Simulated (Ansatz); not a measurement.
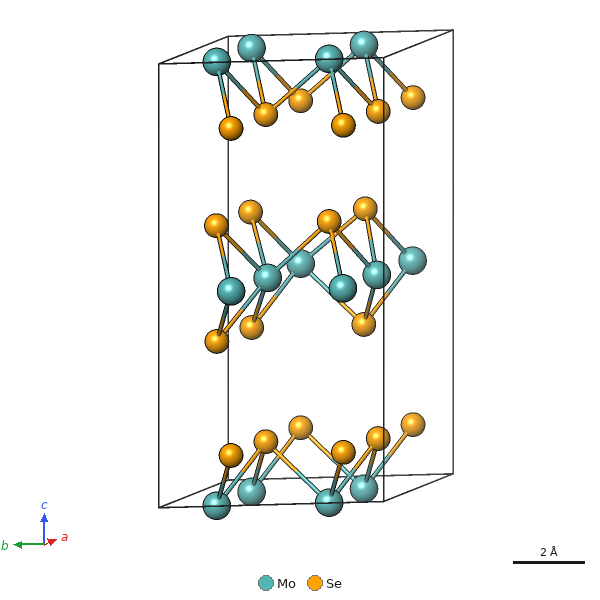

Drawn in the ball-and-stick manner and seen from a general direction. The supercell is drawn as a box. The host is MoSe2, in a cell of 24 sites, and the cell carries a charge of +1.

### Where does the cell differ from the host, and how?

A selenium vacancy. Around the empty site lie three Mo at about 2.5 Å.

Level of theory and settings: DFT PBE+D3(BJ), scalar-relativistic, plane waves, PAW in Ansatz 0.2.0, a cutoff energy of 420 eV, 3×3×2 k-mesh, Gaussian smearing of 0.01 eV, collinear spins.

### Is there a net moment in the defective cell?

Yes, 0.2 μB in the cell.

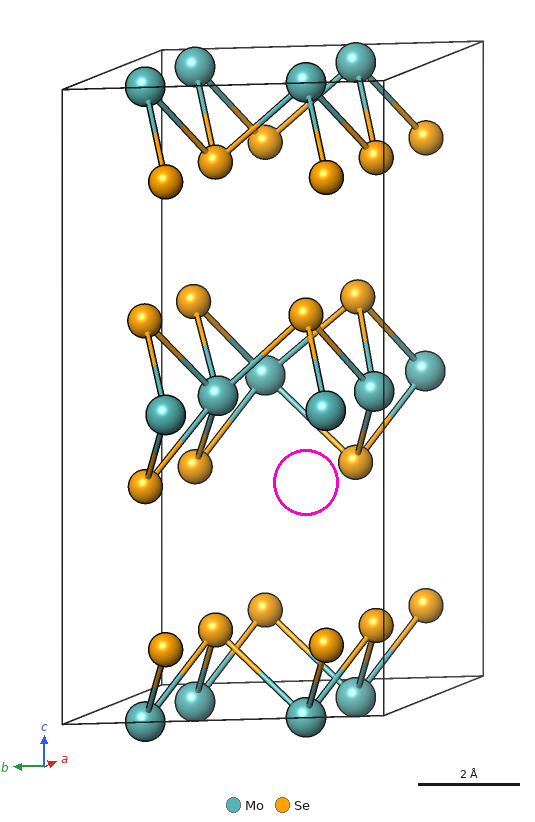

The same cell with a ring at the defect's site.

The atoms were relaxed in the host's cell with DFT PBE+D3(BJ), scalar-relativistic, plane waves, PAW in Ansatz 0.2.0.
